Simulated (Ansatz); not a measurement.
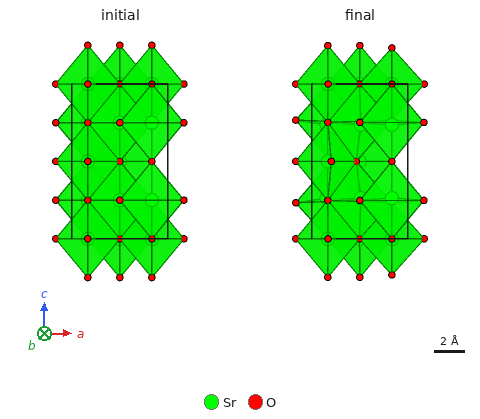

The structure of a defect cell of composition Sr₁₁O₁₂ (cell charge −2) before (left) and after (right) a relaxation, at one scale.

A polyhedral model of the cell of the calculation (origin shifted), seen along the b axis.

Case: Sr vacancy, atoms relaxed.

The calculation used DFT PBE, scalar-relativistic, plane waves, PAW in Ansatz.

The input:
```yaml
crystal:
  lattice:
    - [0.0, -7.4310438777, 0.0]
    - [6.4354727748, 3.7155219389, 0.0]
    - [0.0, 0.0, 10.368301142]
  atoms:
    - { symbol: Sr, position: [0.3333333333, 0.3333333333, 0.9687512048] }
    - { symbol: Sr, position: [0.6666666667, 0.0, 0.4687512048] }
    - { symbol: Sr, position: [0.6666666667, 0.0, 0.9687512048] }
    - { symbol: Sr, position: [0.0, 0.6666666667, 0.4687512048] }
    - { symbol: Sr, position: [0.0, 0.6666666667, 0.9687512048] }
    - { symbol: Sr, position: [0.6666666667, 0.6666666667, 0.2187512048] }
    - { symbol: Sr, position: [0.6666666667, 0.6666666667, 0.7187512048] }
    - { symbol: Sr, position: [0.0, 0.3333333333, 0.2187512048] }
    - { symbol: Sr, position: [0.0, 0.3333333333, 0.7187512048] }
    - { symbol: Sr, position: [0.3333333333, 1.0, 0.2187512048] }
    - { symbol: Sr, position: [0.3333333333, 1.0, 0.7187512048] }
    - { symbol: O, position: [0.3333333333, 0.3333333333, 0.2187487952] }
    - { symbol: O, position: [0.3333333333, 0.3333333333, 0.7187487952] }
    - { symbol: O, position: [0.6666666667, 0.0, 0.2187487952] }
    - { symbol: O, position: [0.6666666667, 0.0, 0.7187487952] }
    - { symbol: O, position: [0.0, 0.6666666667, 0.2187487952] }
    - { symbol: O, position: [0.0, 0.6666666667, 0.7187487952] }
    - { symbol: O, position: [0.6666666667, 0.6666666667, 0.4687487952] }
    - { symbol: O, position: [0.6666666667, 0.6666666667, 0.9687487952] }
    - { symbol: O, position: [0.0, 0.3333333333, 0.4687487952] }
    - { symbol: O, position: [0.0, 0.3333333333, 0.9687487952] }
    - { symbol: O, position: [0.3333333333, 1.0, 0.4687487952] }
    - { symbol: O, position: [0.3333333333, 1.0, 0.9687487952] }
total_charge: -2
basis:
  ecutwfc: 420
kpoints:
  mp_grid: { grid: [3, 3, 2] }
hamiltonian:
  xc: pbe
scf:
  occupations: { method: gaussian, width: 0.05 }
output:
  forces: true
  stress: true
  eigenvalues: true
  write_density: true
  write_potential: true
  elf: true
  volumetric_format: npy
relax:
  adjacent_minimum: "off"
  f_tol: 0.02
  max_steps: 50
```

Launched with:
```bash
ansatz run input.yaml --threads 4 --pin off --max-ram 9216MiB --backend cpu --events-out ev --progress --plain --runs-dir out
```

**Summarise the run.**

The energy falls by 1.813 eV per cell of the calculation in 4 geometry steps. The largest force component goes from 1.9 to 0.0044 eV/Å. The largest moves, 0.27 Å, are those of O18, O20 and O22. O20 goes along −a. Largest moves by element: O 0.27 Å, Sr 0.16 Å. The lattice vectors keep their values. Among the contacts that change: Sr1–O12 2.592 → 2.414 Å, Sr10–O23 2.592 → 2.733 Å, Sr3–Sr10 3.585 → 3.717 Å, Sr2–O18 2.477 → 2.354 Å. Bond angles that change, for instance: Sr10–O22–Sr11 180.0° → 163.5°, O12–Sr8–O20 90.0° → 105.8°, Sr2–O22–Sr4 120.0° → 131.4°.

Limits of the set-up: the periodic images lie only 7.4 Å apart, so the values are limited by the cell's size; the cell is charged, on a uniform background, and energies carry no finite-size correction.
